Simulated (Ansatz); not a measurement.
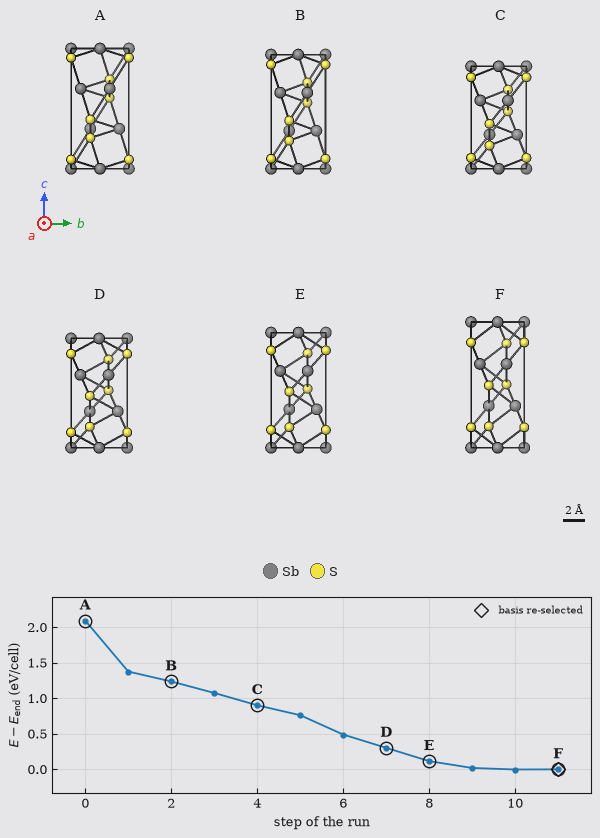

Frames of a relaxation of crystalline Sb$_{3}$S$_{2}$ (a generated structure, set up in R-3m) (coarse preliminary run), marked on the history of the run. The picture is a ball-and-stick view of the conventional cell (3 times the calculation's cell), seen along the a axis. Lengths and directions refer to the drawn axes.

Theory: Ansatz, DFT PBE, scalar-relativistic, plane waves, PAW. (plane-wave cutoff 420 eV; k-point mesh 3 × 3 × 3; occupations gaussian; smearing width 0.1 eV; no spin polarisation; cell and atoms relaxed; force threshold 0.04 eV/Å; at most 70 steps)

What happens along the run?

The largest moves relative to the cell, 1.08 Å, are those of S atoms. Sb stays in place. The drawn cell changes as follows: a = b 6.633 → 6.095 Å (−8.1 %), c 11.932 → 12.479 Å (+4.6 %); the volume changes by −11.7 %. Some distances before and after: S–S 1.819 → 4.059 Å, S–Sb 3.616 → 2.763 Å, S–Sb 3.439 → 3.662 Å. Bonds break, among them: S–S (1.82 → 4.06 Å). The space group stays R-3m (No. 166). Over 10 accepted moves (11 points after the start) the energy falls by 2.094 eV per cell of the calculation. The largest force component goes from 4.5 to 0.03 eV/Å. Pressure: −1.84 GPa at the start and 0.29 GPa at the end. At 1 point the geometry stayed and the basis and grid were re-selected for the new cell (energy shift of 2.3 meV per cell of the calculation at most each time). From step 0 to 2: S atoms move most (0.13 Å), volume −16.0 %, energy −0.857 eV per cell of the calculation. From step 2 to 4: S atoms move most (0.19 Å), volume −7.2 %, energy −0.335 eV per cell of the calculation. From step 4 to 7: S atoms move most (0.38 Å), volume +9.9 %, energy −0.599 eV per cell of the calculation. From step 7 to 8: S atoms move most (0.16 Å), volume +0.4 %, energy −0.187 eV per cell of the calculation. From step 8 to 11: S atoms move most (0.10 Å), volume +2.7 %, energy −0.115 eV per cell of the calculation.

```tsv
step	E − E(0), meV/atom	largest force component, eV/Å	pressure, GPa	volume, Å³/atom	note
0	0.00	4.5127	-1.84	30.305	
1	-143.46	1.9234	0.02	26.767	
2	-171.37	1.0080	0.87	25.451	
3	-203.74	0.9823	0.17	24.688	
4	-238.40	0.8776	1.84	23.619	
5	-266.38	0.6745	1.29	23.749	
6	-320.81	0.0963	1.01	24.536	
7	-358.27	0.3092	-1.71	25.953	
8	-395.73	0.3829	0.30	26.054	
9	-414.88	0.1300	-0.05	26.559	
10	-419.23	0.0307	0.30	26.765	
11	-418.78	0.0305	0.29	26.765	same geometry, new basis
```

Limits of the set-up: the k-point mesh is coarse for a cell with partly filled bands.
